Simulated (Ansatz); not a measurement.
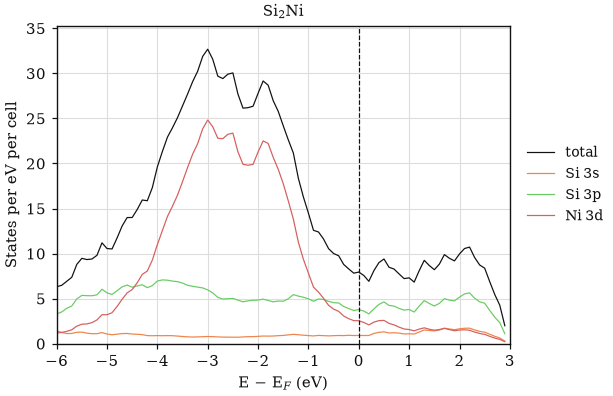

Density of states of Si2Ni, space group P1, 24 atoms in the cell. Method: DFT PBEsol, scalar-relativistic, plane waves, PAW, no spin polarisation, 6×5×5 k mesh, 420 eV cutoff, Gaussian smearing of 0.1 eV (Ansatz). Energies are counted from the Fermi level. The partial curves are projected on Löwdin-orthogonalised atomic shells.

It is a metal. The density of states at the Fermi level is about 7.7 per eV and cell (mean within 0.25 eV), or 0.32 per atom. By projected weight, the states within 0.3 eV of the Fermi level are Si 3p (50 %), Ni 3d (35 %) and Si 3s (10 %). Over the range shown, the centre of the Ni 3d weight lies 2.4 eV below the Fermi level, and about 90 % of the shell is filled.

The run has no spin polarisation, so a magnetic state may lie lower.
